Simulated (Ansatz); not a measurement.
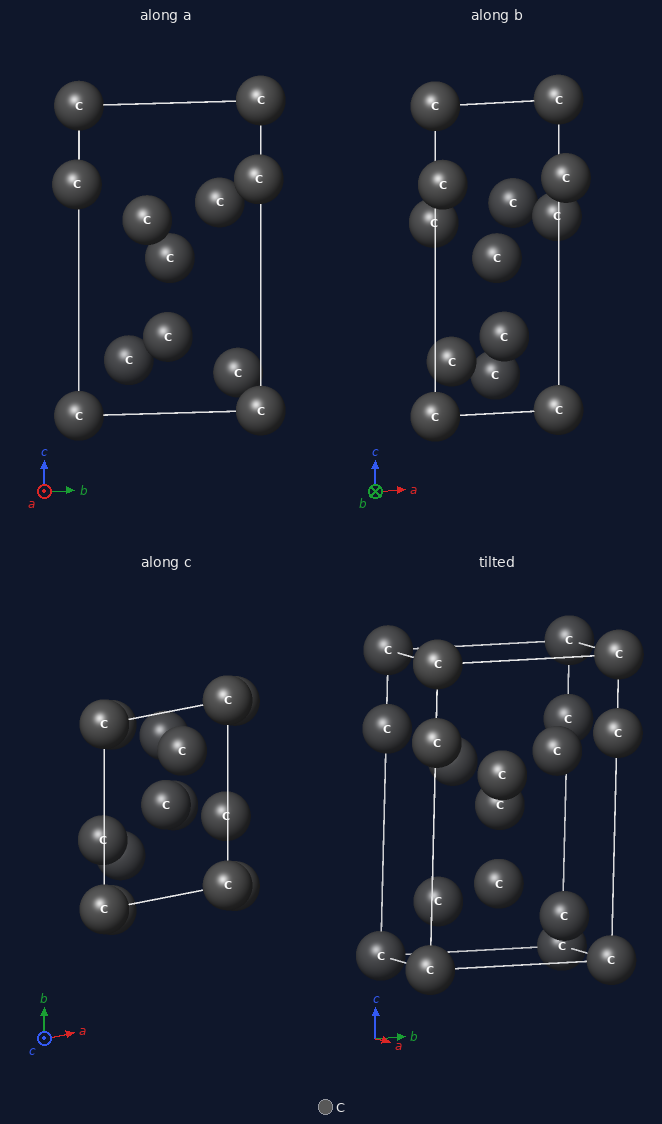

Structure drawing (spheres-only), viewed along the a axis, along the b axis, along the c axis and slightly off an axis. The unit cell is outlined; an atom on or near a face, edge or corner is repeated at each equivalent position.

Lattice parameters: a = 2.4798 Å, b = 3.6538 Å, c = 6.1257 Å, α = 87.718°, β = 86.507°, γ = 78.881°.

Question: Write down what is shown as a CIF in P1 with every atom of the cell, with free fractional coordinates to two decimals.

Answer:
```cif
data_structure
_symmetry_space_group_name_H-M 'P 1'
_symmetry_Int_Tables_number 1
_cell_length_a 2.4798
_cell_length_b 3.6538
_cell_length_c 6.1257
_cell_angle_alpha 87.718
_cell_angle_beta 86.507
_cell_angle_gamma 78.881
_cell_volume 54.34
loop_
_atom_site_label
_atom_site_type_symbol
_atom_site_fract_x
_atom_site_fract_y
_atom_site_fract_z
_atom_site_occupancy
C1 C 0.00 0.00 0.00 1
C2 C 0.50 0.50 0.50 1
C3 C 0.06 0.99 0.75 1
C4 C 0.56 0.49 0.25 1
C5 C 0.49 0.88 0.12 1
C6 C 0.99 0.38 0.62 1
C7 C 0.13 0.27 0.17 1
C8 C 0.63 0.77 0.67 1
```

The structure was taken from a structure type filled with this element by a generator (whether the element takes this form wasn't checked). This is the structure after a relaxation with Ansatz 0.2.0, DFT PBE, scalar-relativistic, plane waves, PAW.
